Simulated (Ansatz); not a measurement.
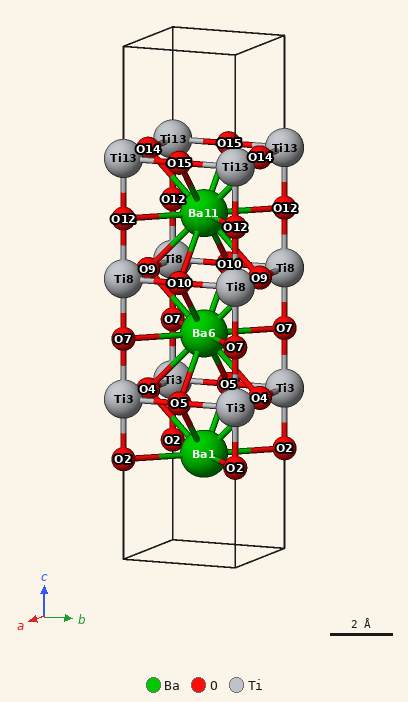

The structure (ball-and-stick view of the cell of the calculation, with the vacuum cut short, seen slightly off an axis; atoms are numbered from 1 in the order of the input). An atom can appear more than once, as a periodic image.

**Single-point calculation, with input and output: BaTiO₃ (part 1 of 2)**

System: BaTiO₃ (slab, 15 atoms in the cell).
Method: DFT PBEsol, scalar-relativistic, plane waves, PAW, no spin polarisation (Ansatz 0.2.0).

The structure derives from an entry of the Crystallography Open Database. It belongs to a series of runs on one base structure; here: (1 0 0) slab cut from the bulk. Figures and captions count atoms from 1; the log counts them from 0 in places.

What the program printed:
```
Engine: ansatz 0.2.0, aarch64-unknown-linux-gnu
Pseudopotentials: kind: paw
Pseudopotential: Ba, paw, valence charge 10, recommended cutoff 420 eV (normal), Ba.paw.azcp
Pseudopotential: O, paw, valence charge 6, recommended cutoff 420 eV (normal), O.paw.azcp
Pseudopotential: Ti, paw, valence charge 12, recommended cutoff 420 eV (normal), Ti.paw.azcp
Functional definition: PBEsol
  exchange = pbesol_x
  correlation = pbesol_c
Crystal: 15 atoms, lattice volume = 392.809 Å³
Basis set: ecut = 420 eV, 7691 PW (Γ), exchange–correlation on 54×54×360 points (8 copies of the dense FFT grid, shifted against one another)
Bands: 75, of which v1, the nominal top of the filled ones, is band 60 counted from 1 (59 counted from 0)
Symmetry: 8 space group operations
Space group: P4mm (ITA 99), of the structure as read, at distance tolerance 7.3e-5 Å
k-points: 10 of 49
Non-local potential: Ba, projectors of the file, l = 0: 3, l = 1: 2, l = 2: 2, l = 3: 2
Non-local potential: O, projectors of the file, l = 0: 2, l = 1: 2, l = 2: 1
Non-local potential: Ti, projectors of the file, l = 0: 3, l = 1: 2, l = 2: 3, l = 3: 1
PAW form: soft (Blöchl's): semilocal exchange-correlation on the pseudo side does not see the compensation charge
PAW frozen core: Ba, regenerated for the run's functional, and the local potential with it (the file was generated under x = pbe(κ = 0.804, μ = 0.2195149727645171), c = pbe(β = 0.06672455060314922))
PAW frozen core: O, regenerated for the run's functional, and the local potential with it (the file was generated under x = pbe(κ = 0.804, μ = 0.2195149727645171), c = pbe(β = 0.06672455060314922))
PAW frozen core: Ti, regenerated for the run's functional, and the local potential with it (the file was generated under x = pbe(κ = 0.804, μ = 0.2195149727645171), c = pbe(β = 0.06672455060314922))
PAW one-centre angular grid: Ba, 194 points (default); XC on 64 Gauss nodes
PAW one-centre angular grid: O, 110 points (default); XC on 64 Gauss nodes
PAW one-centre angular grid: Ti, 590 points (default); XC on 64 Gauss nodes
Initial density: superposition of atomic densities (neutral atoms: chi_scale 0, normalization atom), corrected by the library's trained network
Initial wavefunctions: pseudopotential atomic-orbital guess
Functional: x = pbesol(κ = 0.804, μ = 0.12345679012345678), c = pbesol(β = 0.046)
SCF iter   1: F=—  HF=-30080.102076 eV  |F-HF|=—  |Δ(HF+E_count)|=         —  Δρ=1.13e-2  dr2=4.38e-1  ethr=1.77e-3  p=-0.234 e·Å  D=-1.08e-1 V/Å  ΔV_dip=2.68 eV  dr2_dipole=9.92e-4  V_vac-E_F(+/−)=4.37/1.69 eV  ⟨swp⟩=10.1  Hψ=3836  notcnv=0  defer=1
efield: sawtooth ramp at fractional position 0.9800 (placed from the atoms, in the widest stretch of the axis that holds none; the zero of the levels goes with the place), width 0.0400; the density the first Hamiltonian is built on has a dipole p = -0.234 e·Å; the dipole correction subtracts the counter field D = -1.08e-1 V/Å, which shifts the + side's vacuum level by +2.68 eV against the − side's; the planar-averaged density in the ramp window peaks in size at 3.1e-5 e/Å³
preconditioner: auto → Resta (q_TF=auto, 2.239 Å⁻¹)  ε∞=4.0  [insulator: Δε(μ)=0.729 eV  Ē_g=10.200 eV  σ=0.050 eV  W_gap=1.00  n_scr=72 (ndim 8)  ℏωp=17.8 eV  f_vac=0.481  D(μ)=0.00/eV (n_scr^D=0)  ε∞_Penn≈4.0  vacuum switching on, ρ_ref=7.5e-3 e/Å³]
SCF iter   2: F=—  HF=-30080.046209 eV  |F-HF|=—  |Δ(HF+E_count)|=   5.59e-2  Δρ=7.42e-3  dr2=2.30e-1  ethr=3.65e-4  p=-0.232 e·Å  D=-1.07e-1 V/Å  ΔV_dip=2.67 eV  dr2_dipole=2.52e-3  V_vac-E_F(+/−)=4.48/1.81 eV  ⟨swp⟩=2.7  Hψ=1438  notcnv=0  defer=70
SCF iter   3: F=—  HF=-30080.008440 eV  |F-HF|=—  |Δ(HF+E_count)|=   3.78e-2  Δρ=1.60e-3  dr2=9.79e-3  ethr=1.92e-4  p=-0.227 e·Å  D=-1.05e-1 V/Å  ΔV_dip=2.61 eV  dr2_dipole=5.51e-5  V_vac-E_F(+/−)=4.44/1.83 eV  ⟨swp⟩=3.1  Hψ=1088  notcnv=0  defer=70
SCF iter   4: F=—  HF=-30080.008040 eV  |F-HF|=—  |Δ(HF+E_count)|=   4.00e-4  Δρ=7.67e-4  dr2=2.28e-3  ethr=8.16e-6  p=-0.228 e·Å  D=-1.05e-1 V/Å  ΔV_dip=2.62 eV  dr2_dipole=4.02e-6  V_vac-E_F(+/−)=4.48/1.85 eV  ⟨swp⟩=2.5  Hψ=1194  notcnv=0  defer=70
SCF iter   5: F=—  HF=-30080.007988 eV  |F-HF|=—  |Δ(HF+E_count)|=   5.18e-5  Δρ=3.75e-4  dr2=4.00e-4  ethr=1.90e-6  p=-0.229 e·Å  D=-1.06e-1 V/Å  ΔV_dip=2.63 eV  dr2_dipole=1.24e-7  V_vac-E_F(+/−)=4.47/1.83 eV  ⟨swp⟩=2.0  Hψ=1007  notcnv=0  defer=70
SCF iter   6: F=—  HF=-30080.008096 eV  |F-HF|=—  |Δ(HF+E_count)|=   1.08e-4  Δρ=1.30e-4  dr2=6.73e-5  ethr=3.34e-7  p=-0.231 e·Å  D=-1.06e-1 V/Å  ΔV_dip=2.65 eV  dr2_dipole=9.44e-9  V_vac-E_F(+/−)=4.47/1.82 eV  ⟨swp⟩=2.1  Hψ=1062  notcnv=0  defer=70
SCF iter   7: F=—  HF=-30080.008856 eV  |F-HF|=—  |Δ(HF+E_count)|=   7.60e-4  Δρ=4.16e-5  dr2=8.64e-6  ethr=5.61e-8  p=-0.231 e·Å  D=-1.06e-1 V/Å  ΔV_dip=2.65 eV  dr2_dipole=3.09e-7  V_vac-E_F(+/−)=4.47/1.81 eV  ⟨swp⟩=2.0  Hψ=1254  notcnv=0  defer=70
SCF iter   8: F=—  HF=-30080.008860 eV  |F-HF|=—  |Δ(HF+E_count)|=   4.10e-6  Δρ=2.45e-5  dr2=2.88e-6  ethr=7.20e-9  p=-0.231 e·Å  D=-1.06e-1 V/Å  ΔV_dip=2.65 eV  dr2_dipole=2.31e-7  V_vac-E_F(+/−)=4.47/1.82 eV  ⟨swp⟩=2.9  Hψ=1301  notcnv=0  defer=70
SCF iter   9: F=—  HF=-30080.008860 eV  |F-HF|=—  |Δ(HF+E_count)|=   6.43e-7  Δρ=1.08e-5  dr2=5.60e-7  ethr=2.40e-9  p=-0.231 e·Å  D=-1.06e-1 V/Å  ΔV_dip=2.65 eV  dr2_dipole=2.56e-8  V_vac-E_F(+/−)=4.47/1.81 eV  ⟨swp⟩=2.0  Hψ=934  notcnv=0  defer=70
SCF iter  10: F=—  HF=-30080.008861 eV  |F-HF|=—  |Δ(HF+E_count)|=   1.05e-7  Δρ=5.51e-6  dr2=1.40e-7  ethr=4.66e-10  p=-0.231 e·Å  D=-1.07e-1 V/Å  ΔV_dip=2.65 eV  dr2_dipole=1.07e-9  V_vac-E_F(+/−)=4.47/1.81 eV  ⟨swp⟩=2.0  Hψ=1243  notcnv=0  defer=70
SCF iter  11: F=-30080.008861 eV  HF=-30080.008861 eV  |F-HF|=5.59e-9  |Δ(HF+E_count)|=   5.52e-9  Δρ=2.23e-6  dr2=2.47e-8  ethr=8.33e-11  p=-0.231 e·Å  D=-1.07e-1 V/Å  ΔV_dip=2.65 eV  dr2_dipole=2.89e-10  V_vac-E_F(+/−)=4.47/1.81 eV  ⟨swp⟩=19.9  Hψ=6380  notcnv=0
SCF 1 converged in 11 iterations: F = -30080.008861 eV  dr2 = 2.47e-8
  greatest PAW one-centre occupation: 0.999 electrons in one spin orbital (limit 2), on the Ti atom at site 2 (counted from 0), in its partial waves of l = 0
```

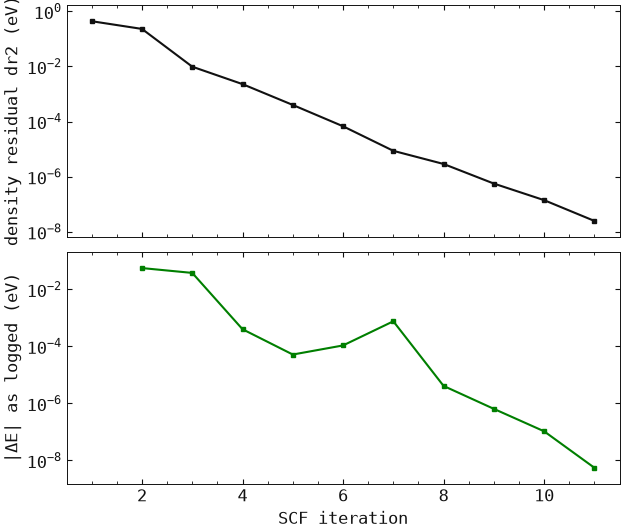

Convergence of the self-consistent field: density residual dr2 and size of the energy change against the SCF iteration. The residual falls at every step.

```
WARN: The output density's exchange-correlation potential varies sharply where the density is thin. Do not read a vacuum level from v_tot or v_xc, or from such a field of the output density. On a cell that repeats whose density bears no net charge and no dipole along the vacuum's axis use v_es (v_loc + v_h of the components); under efield.dipole_correction with no amplitude use v_es + v_field, which holds any external_charges[].barrier, or the levels of the report's work_function block, which leave it out; under a non-zero efield.amplitude the vacuum is tilted and has no level; on a cell that repeats and bears such a dipole with no correction it is tilted too, and efield.dipole_correction with no amplitude gives each side of its ramp a level where efield: is served; in a cell that repeats whose density bears a net charge (total_charge, or a fill off its count) it is curved and has none; of a slab under crystal.periodic whose density bears no net charge use v_es, which has a level on each side, short of where the two are joined; of another it falls or rises all the way out and has none; of a slab beside external_charges read slab_vacuum_level instead, which it has where they leave it neutral. The grid or the basis barely resolves most such structure, and the values can differ between equally converged runs; as a rule a tighter scf.convergence.dr2_threshold does not remove it. Where the density itself ripples (under the LDA too) a higher basis.ecutwfc lessens it. The files hold the spikes' plane waves up to the density's cutoff. Files: v_tot_of_output_density and the like, and their columns of v_z.tsv (output.write_potential); v_xc_of_output_density and the like, and their columns of v_comp_z.tsv (output.write_potential_components). Measured: with its Gaussian average of σ = 0.25 Å subtracted twice, the exchange-correlation potential is over 0.1 eV at 265 of the grid points where the equally averaged density (valence and model cores) is under 1e-3 e/Å³, and 0.482 eV at the most among them, at an averaged density of 4.6e-7 e/Å³. The input density's (outcome.potential() and, of a run that writes arrays, v_tot and v_xc) is over 0.1 eV, so measured, at 49 points of its own thin density, 0.171 eV at the most. See output.write_potential in the manual, Limitations
SCF converged after 11 iterations
Free energy (F): -30080.008861 eV
Harris-Foulkes:  -30080.008861 eV  (|F-HF|=5.59e-9)
Internal energy: -30080.008861 eV  (E = F + TS)
E sigma→0 (E₀):  -30080.008861 eV
Fermi energy:    4.002347 eV
Dipole field:    D = -0.106525 V/Å  (p = -0.231245 e·Å, saw-weighted, corrected)
Work function:   Φ+ = 4.4684 eV   Φ− = 1.8133 eV
Levels:          The Fermi level and band energies are counted from a zero that moves with the ramp; work functions are not
--- Per-component energies (eV) ---
  E_band       = -1322.755039
  E_kinetic    = 2895.850219
  E_local      = -101577.764516  (includes V_loc(G=0)·N_el)
  E_nonlocal   = 621.222863
  E_hartree    = 49644.059519
  E_xc         = -1455.494576
  E_vxc        = -1624.836772  (∫ρ·V_xc dr)
  E_paw        = -19849.606333  (= ΣΔE_a)
  E_vpaw       = -927.912485  (= ΣTr[D̂ρ^β])
  E_aug_tail   = 0.022306  (compensation charges beyond the density's cutoff)
  E_efield     = 0.012317  (sawtooth field / dipole correction)
  E_vefield    = 2.561974  (∫n·V_field dr)
  E_ewald      = 39640.499297
  E_core_change = 1.190044  (= ΣΔE_core)
  E_smearing   = -0.000000  (= −TS)
  E_closure    = 0.000000  (closes the sum)
  Σ components = -30080.008861   (vs F -30080.008861, Δ=0.00e0)
--- Forces (eV/Å), atoms counted from 1 ---
  atom   1  Ba     0.00000000     0.00000000     0.68043078
  atom   2  O      0.00000000     0.00000000     0.42252229
  atom   3  Ti     0.00000000     0.00000000    -1.05506085
  atom   4  O     -0.00000000     0.00000000    -0.16915812
  atom   5  O      0.00000000     0.00000000    -0.16915812
  atom   6  Ba    -0.00000000     0.00000000     0.15966496
  atom   7  O     -0.00000000     0.00000000     0.25250787
  atom   8  Ti     0.00000000     0.00000000    -0.13728742
  atom   9  O     -0.00000000     0.00000000    -0.07259418
  atom  10  O      0.00000000     0.00000000    -0.07259418
  atom  11  Ba     0.00000000     0.00000000     0.77049502
  atom  12  O     -0.00000000     0.00000000     0.85677762
  atom  13  Ti     0.00000000     0.00000000    -2.34559982
  atom  14  O     -0.00000000     0.00000000     0.43954259
  atom  15  O      0.00000000     0.00000000     0.43954259
  max |Σ_I F_I| component: 3.10e-5 eV/Å
--- Stress (GPa, compression-positive) ---
       -2.721069       0.000000      -0.000000
        0.000000      -2.721069       0.000000
        0.000000       0.000000      -1.814052
  P = ⅓ Tr σ = -2.4187 GPa (-24.187 kbar)
--- Band table (eV; the first three rows and the last of 10) ---
```
